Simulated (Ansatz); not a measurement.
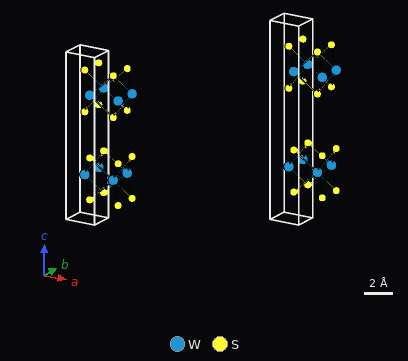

Two geometries of a crystal of WS₂ (set up in P6_3/mmc), drawn at one scale. One is the start of a relaxation, the other its converged end. Style: ball-and-stick. Shown: the cell of the calculation, repeated 2 × 2 × 1 with one cell outlined, slightly off an axis.

Theory: Kohn-Sham DFT of a periodic cell, PBE, Ansatz PAW (Ansatz 0.2.0). Settings: plane-wave cutoff 420 eV; k-point mesh 10 × 10 × 3; occupations fermi-dirac; smearing width 0.05 eV; no spin polarisation; cell and atoms relaxed; force threshold 0.01 eV/Å; at most 40 steps.

> Which one is relaxed?

The right one is the relaxed one. The run lets cell and atoms move. The largest moves relative to the cell, 0.29 Å, are those of S atoms. W stays in place. Cell: a = b 3.180 → 3.188 Å (+0.2 %), c 12.500 → 14.855 Å (+18.8 %). Volume +19.4 %. Some distances before and after: S–W 2.411 → 2.420 Å, W–W 3.180 → 3.188 Å. The space group stays P6_3/mmc (No. 194). The energy falls by 13.8 meV per atom in 11 accepted moves (13 points after the start). The largest force component goes from 0.13 to under 0.0001 eV/Å. The pressure goes from 2.28 to 0.00 GPa. The SCF was repeated twice at an unchanged geometry on a basis and grid sized afresh for the cell, which shifted the energy by 1.0 meV per atom at most. Cost: 45 s on 2 threads of Arm Neoverse V2 (shared host), peak memory 0.45 GiB.

Limits of the set-up: layers or molecules are held without a dispersion correction, so their spacing is unreliable.
